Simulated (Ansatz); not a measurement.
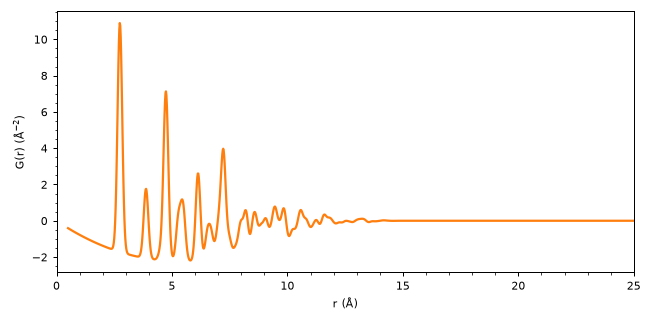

Simulated X-ray pair distribution function, G(r) = R(r)/r − 4πρ₀r, summed over the atomic distances of the structure with each pair weighted by the product of the atomic numbers (X-ray weights at Q = 0); every distance is a Gaussian of σ = 0.10 Å, for spherical particles of Si with the bulk structure: the bulk G(r) is multiplied by the envelope of a sphere of diameter D, 1 − 3r/2D + r³/2D³, with no surface relaxation. The number density is 0.0684 atoms per Å³. Structure used: the input geometry of an electronic-structure calculation (not necessarily at equilibrium); the starting structure was generated, so it need not be a known form of this composition.

**How large are the particles?**

About 15 Å (1.5 nm): the signal vanishes at r = D, fading from view somewhat earlier.

**Roughly how many atoms does one particle hold?**

About 120 (number density 0.0684 Å⁻³ times πD³/6).
